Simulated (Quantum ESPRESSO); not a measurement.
# SiC (Moissanite 3C): a mode Grüneisen parameter, worked out

Wanted: a fit of frequency against volume for SiC (Moissanite 3C), tested on a run that is left out of it.

Program: Quantum ESPRESSO 7.5. Level of theory: DFT PBE, scalar-relativistic, plane waves, GBRV ultrasoft pseudopotentials. Results are calculated unless marked as measured.

**1. Set-up**

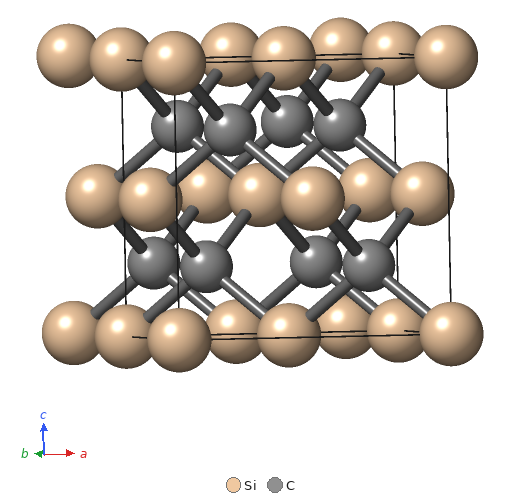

The cell as given, slightly off an axis (silicon light orange, carbon grey). 1×2×1 cells are drawn. This picture shows the conventional cell, with its axes. Bonds to atoms that aren't drawn are left out. Some periodic images of atoms are drawn too.

This is the cell after its relaxation at this level of theory, not the database cell from which that began.

**2. Runs at several volumes**

The relaxed cell is scaled uniformly; in this structure symmetry fixes all atoms, so nothing has to be relaxed anew. Each volume gets a ground state and a response at Γ. The mode followed is the highest one without the macroscopic field, of symmetry T2; longitudinal polar modes lie higher. Cutoff 55 Ry, k mesh 12×12×12.

From the response at V/V₀ = 0.94:

What it wrote:

```text
[banners, grids, parts of the stress and lines that vanish by symmetry left out]
Program PHONON v.7.5
     Reading xml data from directory:

[...]
Exchange-correlation= PBE
                           (   1   4   3   4   0   0   0)
[...]
kinetic-energy cut-off    =      55.0000  Ry
     charge density cut-off    =     440.0000  Ry
     convergence threshold     =      1.0E-18
[...]
Exchange-correlation= PBE
                           (   1   4   3   4   0   0   0)
[...]
q = (   0.0000000   0.0000000   0.0000000 )
     25 Sym.Ops. (with q -> -q+G )
     G cutoff =  732.1299  (  20827 G-vectors)     FFT grid: ( 40, 40, 40)
     G cutoff =  366.0650  (   7391 G-vectors)  smooth grid: ( 27, 27, 27)
     number of k points=    72
[...]
Mode symmetry, T_d (-43m)  point group:
[...]
Dielectric constant
[...]
End of electric fields calculation
          Dielectric constant in cartesian axis
          (       6.833925479       0.000000000       0.000000000 )
          (       0.000000000       6.833925479      -0.000000000 )
          (       0.000000000      -0.000000000       6.833925479 )
          Effective charges (d Force / dE) in cartesian axis without acoustic sum rule applied (asr)
           atom    1  Si    Mean Z*:        2.75267
      Ex  (        2.75267        0.00000        0.00000 )
      Ey  (        0.00000        2.75267       -0.00000 )
      Ez  (        0.00000        0.00000        2.75267 )
           atom    2  C     Mean Z*:       -2.75422
      Ex  (       -2.75422        0.00000        0.00000 )
      Ey  (        0.00000       -2.75422       -0.00000 )
      Ez  (       -0.00000       -0.00000       -2.75422 )
          Effective charges Sum: Mean:       -0.00155
[...]
Effective charges (d Force / dE) in cartesian axis with asr applied:
           atom    1  Si    Mean Z*:        2.75344
[...]
atom    2  C     Mean Z*:       -2.75344
[...]
Representation #   1 modes #   1   2   3
[...]
End of self-consistent calculation
     Convergence has been achieved
     Representation #   2 modes #   4   5   6
[...]
End of self-consistent calculation
     Convergence has been achieved
[...]
Dielectric constant in cartesian axis
          (       6.833925479       0.000000000       0.000000000 )
          (       0.000000000       6.833925479      -0.000000000 )
          (       0.000000000      -0.000000000       6.833925479 )
          Effective charges (d Force / dE) in cartesian axis without acoustic sum rule applied (asr)
           atom    1  Si    Mean Z*:        2.75267
      Ex  (        2.75267        0.00000        0.00000 )
      Ey  (        0.00000        2.75267       -0.00000 )
      Ez  (        0.00000        0.00000        2.75267 )
           atom    2  C     Mean Z*:       -2.75422
      Ex  (       -2.75422        0.00000        0.00000 )
      Ey  (        0.00000       -2.75422       -0.00000 )
      Ez  (       -0.00000       -0.00000       -2.75422 )
          Effective charges Sum: Mean:       -0.00155
[...]
Effective charges (d Force / dE) in cartesian axis with asr applied:
           atom    1  Si    Mean Z*:        2.75344
[...]
atom    2  C     Mean Z*:       -2.75344
[...]
q = (    0.000000000   0.000000000   0.000000000 )
[...]
freq (    1) =       0.061385 [THz] =       2.047578 [cm-1]
     freq (    2) =       0.061385 [THz] =       2.047578 [cm-1]
     freq (    3) =       0.061385 [THz] =       2.047578 [cm-1]
     freq (    4) =      24.946413 [THz] =     832.122762 [cm-1]
     freq (    5) =      24.946413 [THz] =     832.122762 [cm-1]
     freq (    6) =      24.946413 [THz] =     832.122762 [cm-1]
[...]
Mode symmetry, T_d (-43m)  point group:
     freq (   1-   3) =          2.0  [cm-1]   --> T_2  G_15 P_4   I+R
     freq (   4-   6) =        832.1  [cm-1]   --> T_2  G_15 P_4   I+R

   JOB DONE.
```

One volume, V/V₀ = 1.03, is held back as a test.

| V/V₀ | volume (Å³/atom) | pressure (GPa) | ω (cm⁻¹) |
| --- | --- | --- | --- |
| 0.94 | 9.862 | 14.90 | 832.12 |
| 0.97 | 10.177 | 6.93 | 803.23 |
| 1 | 10.491 | 0.06 | 776.15 |
| 1.03 | 10.806 | -5.87 | held back |
| 1.06 | 11.121 | -10.98 | 726.77 |

**3. The fit**

The mode Grüneisen parameter is γ = −d ln ω / d ln V.

| ln(V/V₀) | ln ω |
| --- | --- |
| -0.0619 | 6.7240 |
| -0.0305 | 6.6886 |
| 0.0000 | 6.6543 |
| 0.0583 | 6.5886 |

A straight line through these points has the slope -1.127, so γ = 1.13; at V/V₀ = 1.03 it predicts ω = exp(6.6543 − 0.0333) = 750.69 cm⁻¹.

A parabola of pressure against ln V through V/V₀ = 0.97, 1 and 1.03 gives the bulk modulus B = −dP/d ln V = 213 GPa at V₀. With ω₀ from the fitted line the pressure coefficient follows as dω/dP = γ ω₀ / B = 1.13 × 776.1 / 213 = 4.11 cm⁻¹/GPa.

**4. The run that was held back**

What it wrote:

```text
[banners, grids, parts of the stress and lines that vanish by symmetry left out]
[banner, memory and clock lines left out]
Program PHONON v.7.5

[...]
Exchange-correlation= PBE
                           (   1   4   3   4   0   0   0)
[...]
kinetic-energy cut-off    =      55.0000  Ry
     charge density cut-off    =     440.0000  Ry
     convergence threshold     =      1.0E-18
[...]
Exchange-correlation= PBE
                           (   1   4   3   4   0   0   0)
[...]
q = (   0.0000000   0.0000000   0.0000000 )
     25 Sym.Ops. (with q -> -q+G )
     G cutoff =  778.1460  (  22659 G-vectors)     FFT grid: ( 40, 40, 40)
     G cutoff =  389.0730  (   7991 G-vectors)  smooth grid: ( 27, 27, 27)
     number of k points=    72
[...]
Mode symmetry, T_d (-43m)  point group:
[...]
Dielectric constant
[...]
End of electric fields calculation
          Dielectric constant in cartesian axis
          (       7.076254760       0.000000000       0.000000000 )
          (      -0.000000000       7.076254760       0.000000000 )
          (       0.000000000       0.000000000       7.076254760 )
          Effective charges (d Force / dE) in cartesian axis without acoustic sum rule applied (asr)
           atom    1  Si    Mean Z*:        2.68526
      Ex  (        2.68526        0.00000        0.00000 )
      Ey  (        0.00000        2.68526        0.00000 )
      Ez  (        0.00000        0.00000        2.68526 )
           atom    2  C     Mean Z*:       -2.68666
      Ex  (       -2.68666       -0.00000       -0.00000 )
[...]
Representation #   1 modes #   1   2   3
[...]
End of self-consistent calculation
     Convergence has been achieved
     Representation #   2 modes #   4   5   6
[...]
End of self-consistent calculation
     Convergence has been achieved
[...]
Dielectric constant in cartesian axis
          (       7.076254760       0.000000000       0.000000000 )
          (      -0.000000000       7.076254760       0.000000000 )
          (       0.000000000       0.000000000       7.076254760 )
          Effective charges (d Force / dE) in cartesian axis without acoustic sum rule applied (asr)
           atom    1  Si    Mean Z*:        2.68526
      Ex  (        2.68526        0.00000        0.00000 )
      Ey  (        0.00000        2.68526        0.00000 )
      Ez  (        0.00000        0.00000        2.68526 )
           atom    2  C     Mean Z*:       -2.68666
      Ex  (       -2.68666       -0.00000       -0.00000 )
      Ey  (       -0.00000       -2.68666       -0.00000 )
      Ez  (       -0.00000       -0.00000       -2.68666 )
          Effective charges Sum: Mean:       -0.00139
[...]
Effective charges (d Force / dE) in cartesian axis with asr applied:
           atom    1  Si    Mean Z*:        2.68596
[...]
atom    2  C     Mean Z*:       -2.68596
[...]
q = (    0.000000000   0.000000000   0.000000000 )
[...]
freq (    1) =      -0.045232 [THz] =      -1.508788 [cm-1]
     freq (    2) =      -0.045232 [THz] =      -1.508788 [cm-1]
     freq (    3) =      -0.045232 [THz] =      -1.508788 [cm-1]
     freq (    4) =      22.504898 [THz] =     750.682609 [cm-1]
     freq (    5) =      22.504898 [THz] =     750.682609 [cm-1]
     freq (    6) =      22.504898 [THz] =     750.682609 [cm-1]
[...]
Mode symmetry, T_d (-43m)  point group:
     freq (   1-   3) =         -1.5  [cm-1]   --> T_2  G_15 P_4   I+R
     freq (   4-   6) =        750.7  [cm-1]   --> T_2  G_15 P_4   I+R
```

It gives 750.68 cm⁻¹ against the predicted 750.69 cm⁻¹, a miss of 0.009 cm⁻¹.

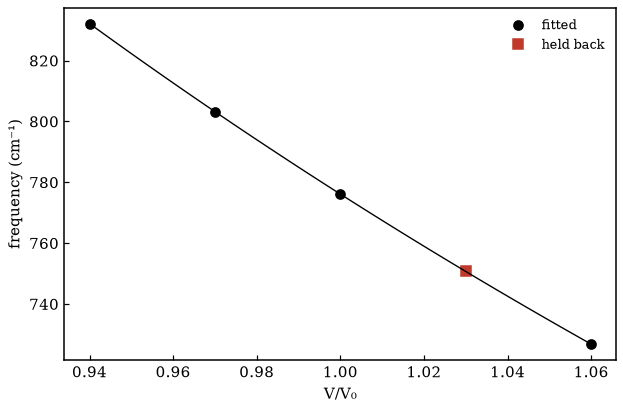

Frequency against volume, with the power-law fit.

**5. Outcome**

| Quantity | Value |
| --- | --- |
| mode Grüneisen parameter | 1.127 |
| bulk modulus | 213 GPa |
| pressure coefficient | 4.11 cm⁻¹/GPa |

What this shows: The highest optical mode of SiC (Moissanite 3C) without the LO-TO term stiffens by 4.11 cm⁻¹ a GPa near the relaxed volume, with γ = 1.13. The power law meets all 5 runs within 0.01 %. Such a coefficient turns a measured shift of this mode into a hydrostatic stress; uniaxial or biaxial stress splits the mode and needs deformation potentials. These are harmonic values at zero temperature for the structure held cubic, which a run at Γ can't show to be stable; the bulk modulus rests on three points.

[Host names and launcher messages were left out of these logs when they were recorded.]

[Logs are printed without paths, hosts, clocks, repeated set-up lines and the standing remarks that a program may print on its own settings, such as how far it seeks lower states.]

[Hosts, paths, dates, database ids (printed as entryN), source tags and the programs' standing remarks are cut or masked in the printed files.]
